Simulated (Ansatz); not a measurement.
## Single-point calculation, with input and output: Se

Se (P3₁21, 3 atoms in the cell), computed with DFT, r2SCAN, plane waves, PAW, no spin polarisation (Ansatz 0.2.0).

The structure derives from a Materials Project entry. The geometry comes from this level: r2scan-rvv10. It belongs to a series of runs on one base structure; here: scf.occupations = gaussian 0.5.

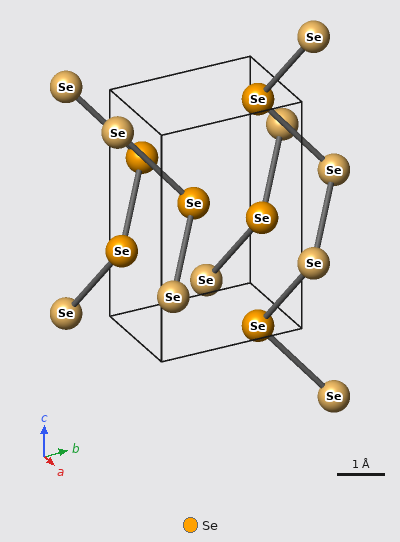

The input geometry (ball-and-stick view of the cell of the calculation, seen slightly off an axis; neighbours outside the cell are drawn fainter). Near neighbours in the crystal (not all of them lie inside the picture): Se has 2 Se at 2.39 Å.

### Input file
```yaml
crystal:
  lattice:
    - [4.2926573545, 0.0, 0.0]
    - [-2.1463286772, 3.7175503187, 0.0]
    - [0.0, 0.0, 5.0408504812]
  atoms:
    - { symbol: Se, position: [0.2284670355, 0.0, 0.3333333333] }
    - { symbol: Se, position: [0.0, 0.2284670355, 0.6666666667] }
    - { symbol: Se, position: [0.7715329645, 0.7715329645, 0.0] }
kpoints:
  mp_grid: { grid: [6, 6, 4] }
hamiltonian:
  xc: r2scan
scf:
  occupations: { method: gaussian, width: 0.5 }
  n_extra_bands: 4
output:
  forces: true
  stress: true
  eigenvalues: true
```

Command:
```bash
ansatz run input.yaml --threads 4 --pin off --max-ram 4608MiB --backend cpu --events-out ev --progress --plain --runs-dir out
```

### What the program printed
```
scf.n_extra_bands = 4 over 24 filled bands (N_el = 48.0): the run solves 28 bands
Engine: ansatz 0.2.0, aarch64-unknown-linux-gnu
Pseudopotentials: kind: paw
Pseudopotential: Se, paw, valence charge 16, recommended cutoff 500 eV (meta_gga), Se.paw.azcp
Functional definition: r2SCAN
  parameter k0 = 0.174
  parameter k1 = 0.065
  parameter a1 = 4.9479
  exchange = r2scan_x(k0 = k0, k1 = k1, a1 = a1)
  correlation = r2scan_c
Crystal: 3 atoms, lattice volume = 80.443 Å³
Basis set: ecut = 500 eV, 2053 PW (Γ), exchange–correlation on 128×128×160 points (64 copies of the dense FFT grid, shifted against one another)
Bands: 28, of which v1, the nominal top of the filled ones, is band 24 counted from 1 (23 counted from 0)
Symmetry: 6 space group operations
Space group: P3121 (ITA 152), of the structure as read, at distance tolerance 4.3e-5 Å
k-points: 24 of 144 (time reversal used)
Non-local potential: Se, projectors of the file, l = 0: 2, l = 1: 2, l = 2: 3, l = 3: 1
PAW form: soft (Blöchl's): semilocal exchange-correlation on the pseudo side does not see the compensation charge
PAW frozen core: Se, regenerated for the run's functional (the file was generated under x = pbe(κ = 0.804, μ = 0.2195149727645171), c = pbe(β = 0.06672455060314922))
PAW one-centre angular grid: Se, 590 points (default); XC on 160 Gauss nodes
Initial density: superposition of atomic densities (neutral atoms: chi_scale 0, normalization atom), corrected by the library's trained network
Initial wavefunctions: pseudopotential atomic-orbital guess
Functional: x = r2scan, c = r2scan; τ floored in thin density (d = 2e-4 eV/Å³)
SCF iter   1: F=—  HF=-16434.348782 eV  |F-HF|=—  |Δ(HF+E_count)|=         —  Δρ=2.93e-3  dr2=4.51e-3  dr2_τ=8.67e-3  ethr=1.77e-3  ⟨swp⟩=5.0  Hψ=2598  notcnv=0
preconditioner: auto → Resta (q_TF=auto, 2.503 Å⁻¹)  ε∞=4.0  [insulator: Δε(μ)=1.071 eV  Ē_g=10.158 eV  σ=0.500 eV  W_gap=0.86  n_scr=22 (ndim 8)  ℏωp=17.6 eV  f_vac=0.083  D(μ)=0.06/eV (n_scr^D=0)  ε∞_Penn≈4.0]
SCF iter   2: F=—  HF=-16434.357310 eV  |F-HF|=—  |Δ(HF+E_count)|=   8.53e-3  Δρ=1.88e-3  dr2=1.70e-3  dr2_τ=3.77e-5  ethr=9.39e-6  ⟨swp⟩=2.0  Hψ=1441  notcnv=0
SCF iter   3: F=—  HF=-16434.357927 eV  |F-HF|=—  |Δ(HF+E_count)|=   6.17e-4  Δρ=7.87e-4  dr2=3.21e-4  dr2_τ=6.59e-6  ethr=3.54e-6  ⟨swp⟩=2.0  Hψ=804  notcnv=0
SCF iter   4: F=—  HF=-16434.358108 eV  |F-HF|=—  |Δ(HF+E_count)|=   1.81e-4  Δρ=1.23e-4  dr2=1.30e-5  dr2_τ=3.61e-7  ethr=6.68e-7  ⟨swp⟩=2.0  Hψ=888  notcnv=0
SCF iter   5: F=—  HF=-16434.358116 eV  |F-HF|=—  |Δ(HF+E_count)|=   8.28e-6  Δρ=2.01e-5  dr2=3.55e-7  dr2_τ=8.42e-9  ethr=2.72e-8  ⟨swp⟩=2.0  Hψ=890  notcnv=0
SCF iter   6: F=-16434.358117 eV  HF=-16434.358117 eV  |F-HF|=9.06e-9  |Δ(HF+E_count)|=   2.06e-7  Δρ=3.95e-6  dr2=1.03e-8  dr2_τ=4.69e-10  ethr=2.08e-10  ⟨swp⟩=5.4  Hψ=3045  notcnv=0
SCF 1 converged in 6 iterations: F = -16434.358117 eV  dr2 = 1.03e-8
  greatest PAW one-centre occupation: 1.000 electrons in one spin orbital (limit 2), on the Se atom at site 1 (counted from 0), in its partial waves of l = 2
```

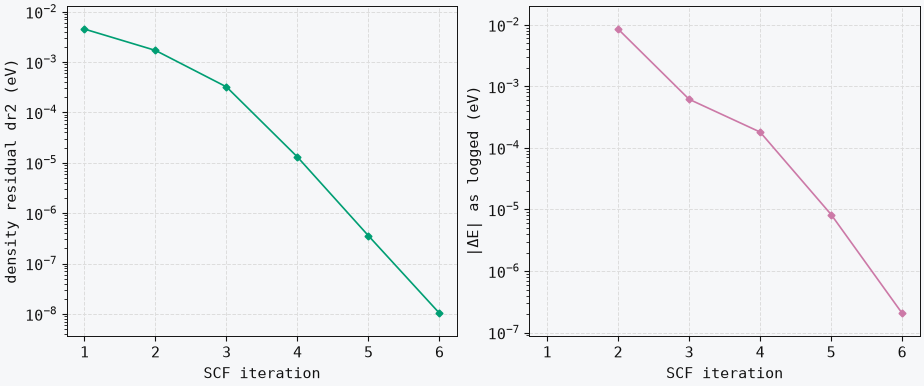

Convergence of the self-consistent field: density residual dr2 and size of the energy change against the SCF iteration. The residual falls at every step.

```
SCF converged after 6 iterations
Free energy (F): -16434.358117 eV
Harris-Foulkes:  -16434.358117 eV  (|F-HF|=9.06e-9)
Internal energy: -16434.350625 eV  (E = F + TS)
E sigma→0 (E₀):  -16434.354371 eV
Entropy (-TS):   -0.007491 eV (-2.497 meV/atom)
Fermi energy:    7.433183 eV
--- Per-component energies (eV) ---
  E_band       = -1260.025886
  E_kinetic    = 351.641976
  E_local      = -7635.409910  (includes V_loc(G=0)·N_el)
  E_nonlocal   = -1781.717399
  E_hartree    = 3744.224805
  E_xc         = -292.573482
  E_vxc        = -314.653567  (∫ρ·V_xc dr)
  E_paw        = -5777.440081  (= ΣΔE_a)
  E_vpaw       = 615.857913  (= ΣTr[D̂ρ^β])
  E_aug_tail   = -0.000617  (compensation charges beyond the density's cutoff)
  E_vtau       = 15.808504  (kinetic-family band-sum trace: ∫τ·v_τ [+ j·A + Jᵃ·Aᵃ] dr)
  E_ewald      = -5037.781607
  E_core_change = -5.294311  (= ΣΔE_core)
  E_smearing   = -0.007491  (= −TS)
  E_closure    = -0.000000  (closes the sum)
  Σ components = -16434.358117   (vs F -16434.358117, Δ=0.00e0)
--- Forces (eV/Å), atoms counted from 1 ---
  atom   1  Se    -0.04458768     0.00000000     0.00000000
  atom   2  Se     0.02229384    -0.03861407     0.00000000
  atom   3  Se     0.02229384     0.03861407     0.00000000
  max |Σ_I F_I| component: 4.16e-17 eV/Å
--- Stress (GPa, compression-positive) ---
        0.889084       0.000000       0.000000
        0.000000       0.889084      -0.000000
        0.000000      -0.000000       0.770256
  P = ⅓ Tr σ = 0.8495 GPa (8.495 kbar)
--- Band table (eV; the first three rows and the last of 24) ---
  k-point 0: bands = ["-42.3390", "-42.3390", "-42.2992", "-42.2924", "-42.2924", "-42.2468", "-42.1151", "-42.1094", "-42.1094", "-42.0611", "-42.0611", "-42.0578", "-42.0317", "-42.0062", "-42.0062", "-9.6051", "-5.3359", "-5.3359", "2.9590", "2.9590", "3.0368", "4.7643", "4.7643", "6.3766", "8.8313", "8.8313", "9.2486", "13.7600"]
  k-point 1: bands = ["-42.3526", "-42.3214", "-42.3011", "-42.2975", "-42.2833", "-42.2535", "-42.1148", "-42.1120", "-42.1069", "-42.0625", "-42.0596", "-42.0580", "-42.0284", "-42.0126", "-42.0024", "-9.3028", "-7.0372", "-3.6908", "2.2610", "3.1868", "3.3515", "4.8705", "5.1607", "5.9936", "8.4437", "8.4853", "8.7972", "13.9690"]
  k-point 2: bands = ["-42.3577", "-42.3077", "-42.3077", "-42.2993", "-42.2689", "-42.2689", "-42.1138", "-42.1138", "-42.1058", "-42.0631", "-42.0585", "-42.0585", "-42.0208", "-42.0208", "-42.0012", "-8.4196", "-8.4196", "-2.8971", "1.7912", "3.4296", "3.4296", "5.3010", "5.3010", "5.5311", "8.1767", "8.3011", "8.3011", "13.4916"]
  k-point 23: bands = ["-42.3576", "-42.3073", "-42.3073", "-42.2991", "-42.2689", "-42.2689", "-42.1139", "-42.1139", "-42.1056", "-42.0637", "-42.0582", "-42.0582", "-42.0221", "-42.0221", "-41.9991", "-7.9187", "-7.9187", "-4.2231", "0.8624", "1.6756", "1.6756", "5.6670", "6.6560", "6.6560", "7.8974", "9.7286", "9.7286", "14.0674"]
```

### Results in brief

| quantity | value |
| --- | --- |
| outcome | converged |
| space group (tolerance 0.01 Å) | P3₁21 (152) |
| electrons treated | 48 |
| free energy | −16434.3581 eV |
| Fermi energy | 7.433 eV |
| band gap | 1.07 eV |
| pressure | 0.85 GPa |
| largest force (length of the vector) | 0.045 eV/Å |
| hardware | 4 threads of Arm Neoverse N1, 16 GiB of memory available, shared host |
| wall time | 5.2 s (CPU time 20 s) |
| peak memory | 0.48 GiB |

Settings chosen away from the usual ones: scf.occupations = gaussian 0.5.
